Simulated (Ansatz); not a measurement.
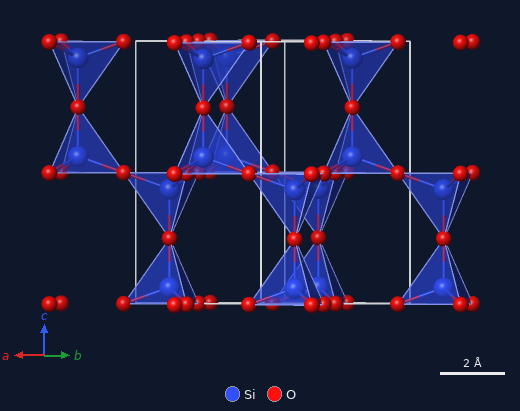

Starting structure of crystalline SiO$_{2}$ (set up in P6_3/mmc) (coarse preliminary run). The picture is a polyhedral view of the cell of the calculation, repeated 2 × 2 × 1 with one cell outlined, seen from a free direction.

Method: Ansatz 0.2.0, DFT PBE, scalar-relativistic, plane waves, PAW.

Input file:
```yaml
crystal:
  lattice:
    - [5.052, 0.0, 0.0]
    - [-2.526, 4.3751603399, 0.0]
    - [0.0, 0.0, 8.27]
  atoms:
    - { symbol: Si, position: [0.3333333333, 0.6666666667, 0.062] }
    - { symbol: Si, position: [0.6666666667, 0.3333333333, 0.562] }
    - { symbol: Si, position: [0.3333333333, 0.6666666667, 0.438] }
    - { symbol: Si, position: [0.6666666667, 0.3333333333, 0.938] }
    - { symbol: O, position: [0.3333333333, 0.6666666667, 0.25] }
    - { symbol: O, position: [0.6666666667, 0.3333333333, 0.75] }
    - { symbol: O, position: [0.5, 0.0, 0.0] }
    - { symbol: O, position: [0.5, 0.5, 0.5] }
    - { symbol: O, position: [0.0, 0.5, 0.0] }
    - { symbol: O, position: [0.5, 0.0, 0.5] }
    - { symbol: O, position: [0.5, 0.5, 0.0] }
    - { symbol: O, position: [0.0, 0.5, 0.5] }
basis:
  ecutwfc: 420
kpoints:
  mp_grid: { grid: [6, 6, 4] }
hamiltonian:
  xc: pbe
scf:
  occupations: { method: gaussian, width: 0.1 }
output:
  forces: true
  stress: true
  eigenvalues: true
relax:
  adjacent_minimum: "off"
  f_tol: 0.05
  max_steps: 80
  cell: { stress_tol: 0.5 }
```

Launched with:
```bash
ansatz run input.yaml --threads 2 --pin off --max-ram 5120MiB --backend cpu --events-out ev --progress --plain --runs-dir out
```

Q: Predict the outcome.

A: The largest moves relative to the cell, 0.005 Å, are those of Si1, Si2, Si3 and Si4. Si4 goes along −c. O stays in place. The volume changes by +13.4 %, with a = b 5.052 → 5.272 Å (+4.4 %), c 8.270 → 8.615 Å (+4.2 %). Near-neighbour distances that change, for instance: Si1–O11 1.546 → 1.615 Å. The space group stays P6_3/mmc (No. 194). The energy falls by 138 meV per atom in 3 accepted moves (5 points after the start). Largest force component: 0.43 eV/Å at the start, 0.029 eV/Å at the end. The pressure goes from 23.74 to 0.18 GPa. At 2 points the geometry stayed and the basis and grid were re-selected for the new cell (energy shift of 11.6 meV per atom at most each time).

Step by step:

| step | E − E(0), meV/atom | largest force component, eV/Å | pressure, GPa | volume, Å³/atom | note |
| --- | --- | --- | --- | --- | --- |
| 0 | 0.00 | 0.4341 | 23.74 | 15.233 |  |
| 1 | -95.72 | 0.2336 | 10.95 | 16.154 |  |
| 2 | -126.32 | 0.0275 | 0.03 | 17.171 |  |
| 3 | -137.89 | 0.0276 | 1.10 | 17.171 | same geometry, new basis |
| 4 | -138.02 | 0.0286 | 0.17 | 17.280 |  |
| 5 | -138.37 | 0.0289 | 0.18 | 17.280 | same geometry, new basis |

After the run, drawn alike:

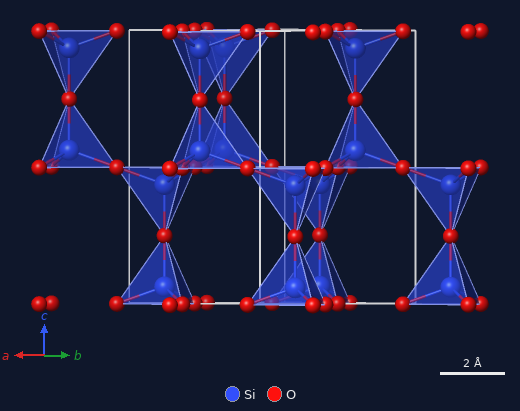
